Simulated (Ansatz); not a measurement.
The Ansatz input:

```
crystal:
  lattice:
    - [4.6660155511, 0.0, 0.0]
    - [0.0, 4.6660155511, 0.0]
    - [0.0, 0.0, 4.6660155511]
  atoms:
    - { symbol: Cs, position: [0.0, 0.0, 0.0] }
    - { symbol: I, position: [0.5, 0.5, 0.5] }
basis:
  ecutwfc: 420
kpoints:
  mp_grid: { grid: [6, 6, 6] }
  band_path:
    path:
      - [[0.0, 0.0, 0.0], [0.0, 0.5, 0.0], [0.5, 0.5, 0.0], [0.0, 0.0, 0.0], [0.5, 0.5, 0.5], [0.0, 0.5, 0.0]]
      - [[0.5, 0.5, 0.5], [0.5, 0.5, 0.0]]
    npoints: 14
hamiltonian:
  xc: pbe
scf:
  occupations: { method: gaussian, width: 0.02 }
  n_extra_bands: 6
output:
  forces: true
  stress: true
  eigenvalues: true
  populations: true
  dos: { projected: true, de: 0.02, nscf_kmesh: { grid: [9, 9, 9] } }
  bader: true
  write_density: true
  write_potential: true
  elf: true
  volumetric_format: npy
```

Run as:
```bash
ansatz run input.yaml --threads 1 --pin off --max-ram 2560MiB --backend cpu --events-out ev --progress --plain --runs-dir out
```

What does the calculation give for the electronic structure?

There is a gap; over the k points computed it is 3.69 eV. By projected weight, the top eV of the valence band is I 5p almost alone. The upper group of valence states starts about 1.4 eV under the valence-band top (which lies at −1.8 eV on this axis), with a gap beneath it; it holds about 6 electrons a cell.

Spin-orbit coupling is left out, which matters for I.

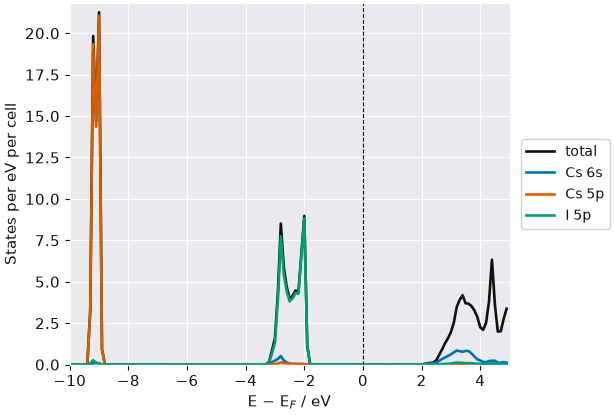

Density of states. Energies are counted from the Fermi level. The partial curves are projected on Löwdin-orthogonalised atomic shells; they sum to less than the total at higher energies, where shells without a projector contribute.
